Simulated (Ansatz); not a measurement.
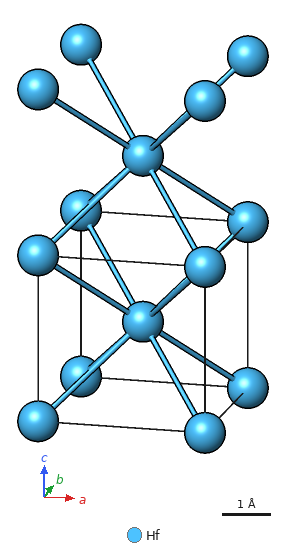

The starting point is a symmetric starting cell of Hf. The picture is a ball-and-stick view of the conventional cell (2 times the calculation's cell), repeated 1 × 1 × 2 with one cell outlined, seen slightly off an axis. Lengths and directions refer to the drawn axes.

The calculation used Ansatz 0.2.0, DFT r2SCAN, scalar-relativistic, plane waves, PAW. Set-up: plane-wave cutoff 500 eV; k-point mesh 16 × 16 × 16; occupations gaussian; smearing width 0.1 eV; no spin polarisation.

Now this is done to it. All lengths are scaled by −0.9 % (volume −2.8 %), the atoms keeping their fractional coordinates. No relaxation follows. The starting cell wasn't computed here and needn't be at equilibrium, so pressure and forces aren't due to the change alone.

What does the calculation give for the changed structure?

Answer. Near-neighbour distances before and after: Hf–Hf 3.126 → 3.097 Å. The space group stays Im-3m (No. 229). The pressure is −3.0 GPa (not all of it need come from the change, since the unchanged cell can be under pressure at this level too). All forces vanish by symmetry.
